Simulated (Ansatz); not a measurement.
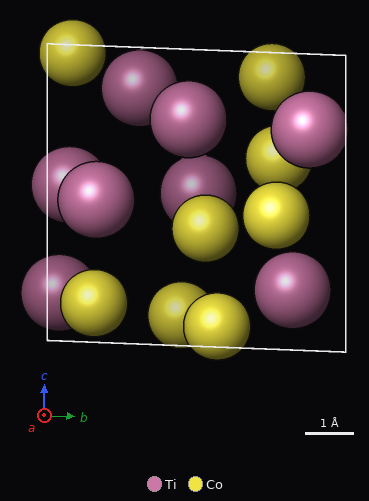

Starting frame of a dynamics run of an amorphous cell of composition TiCo (16 atoms in the cell). A spheres-only model of the simulation cell, seen along the a axis.

Method: DFT PBE, scalar-relativistic, plane waves, PAW in Ansatz.

The input:
```yaml
crystal:
  lattice:
    - [6.211936, -0.023787, 0.057159]
    - [-0.023787, 6.330915, -0.123412]
    - [0.057159, -0.123412, 6.282785]
  atoms:
    - { symbol: Ti, position: [0.154935556, 0.3060334562, 0.8582551815] }
    - { symbol: Ti, position: [0.0605905254, 0.5029121284, 0.5125139334] }
    - { symbol: Ti, position: [0.0966473162, 0.0368791304, 0.1580750825] }
    - { symbol: Ti, position: [0.3252615874, 0.0713575404, 0.5232402657] }
    - { symbol: Ti, position: [0.5756560438, 0.4693093102, 0.7600869479] }
    - { symbol: Ti, position: [0.5354656236, 0.8177498984, 0.197531937] }
    - { symbol: Ti, position: [0.8892255447, 0.8746981861, 0.7412528858] }
    - { symbol: Ti, position: [0.76485298, 0.1606304136, 0.4762145984] }
    - { symbol: Co, position: [0.4824592293, 0.7725133437, 0.6394338689] }
    - { symbol: Co, position: [0.818108798, 0.5650058641, 0.0654415286] }
    - { symbol: Co, position: [0.9033733801, 0.7633482513, 0.4468269516] }
    - { symbol: Co, position: [0.3068742543, 0.4454945902, 0.0983296148] }
    - { symbol: Co, position: [0.3784770159, 0.0813538579, 0.967614857] }
    - { symbol: Co, position: [0.6880389811, 0.1532660301, 0.1279763138] }
    - { symbol: Co, position: [0.2162832377, 0.7484749766, 0.9132862198] }
    - { symbol: Co, position: [0.6337202546, 0.5263187927, 0.3936649931] }
  symmetry: { detect: false }
basis:
  ecutwfc: 420
  xc_grid: 1
kpoints:
  mp_grid: { grid: [1, 1, 1], shift: [0.25, 0.25, 0.25] }
hamiltonian:
  xc: pbe
scf:
  occupations: { method: fermi_dirac, width: 0.2396 }
  lower_state_search: "off"
  convergence: { dr2_threshold: 1.0e-05 }
output:
  forces: true
  stress: true
md:
  timestep: 3.0
  n_steps: 143
  ensemble: nvt_langevin
  friction: 0.005
  temperature: 2780.0
  initial_velocities: maxwell_boltzmann
  seed: 35061
```

Command:
```bash
ansatz run input.yaml --threads 2 --pin off --max-ram 5120MiB --backend cpu --events-out ev --progress --plain --runs-dir out
```

Q: What does the trajectory do?

A: Over the second half the temperature averages 2957 K (spread ±462 K). The potential energy is still drifting at the end, so the run hasn't reached equilibrium. The potential energy in the second half lies on average 1.6 meV per atom below the first frame. The mean pressure there is 3.5 GPa. In the second half of the run the atoms are, in the root-mean-square, this far from where they began (common drift taken out): Ti 1.21 Å, Co 1.17 Å. Against the typical shortest distance between atoms in the first frame, about 2.2 Å these are large excursions, but over 429 fs one can't yet tell strong vibration from the start of diffusion. 2 of the 16 free atoms end more than three quarters of that spacing from the start.

Along the run (each row but the first and the last is the mean over the interval that it begins):

```json
{"time (fs)": "0.0", "potential energy (meV/atom)": "0.0", "T (K)": "2606", "p (GPa)": "3.9"}
{"time (fs)": "51.0", "potential energy (meV/atom)": "-123.6", "T (K)": "3541", "p (GPa)": "-0.2"}
{"time (fs)": "102.0", "potential energy (meV/atom)": "-44.0", "T (K)": "2682", "p (GPa)": "3.8"}
{"time (fs)": "153.0", "potential energy (meV/atom)": "-33.7", "T (K)": "2447", "p (GPa)": "1.4"}
{"time (fs)": "204.0", "potential energy (meV/atom)": "32.6", "T (K)": "2499", "p (GPa)": "1.3"}
{"time (fs)": "255.0", "potential energy (meV/atom)": "77.6", "T (K)": "2646", "p (GPa)": "2.9"}
{"time (fs)": "306.0", "potential energy (meV/atom)": "-54.6", "T (K)": "3350", "p (GPa)": "3.3"}
{"time (fs)": "357.0", "potential energy (meV/atom)": "-26.0", "T (K)": "2971", "p (GPa)": "6.4"}
{"time (fs)": "408.0", "potential energy (meV/atom)": "-44.1", "T (K)": "3068", "p (GPa)": "5.1"}
```

The paths of the atoms:

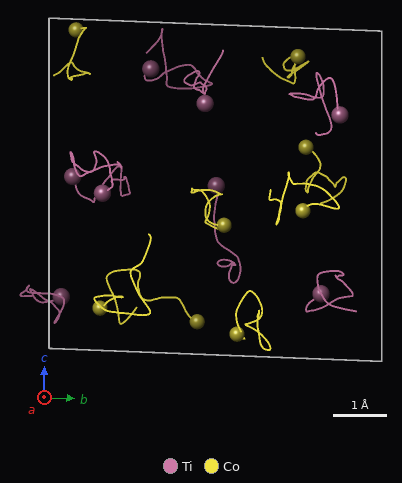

Limits of the set-up: the k-point mesh is coarse for a cell with partly filled bands; the periodic images lie only 6.2 Å apart, so the values are limited by the cell's size.
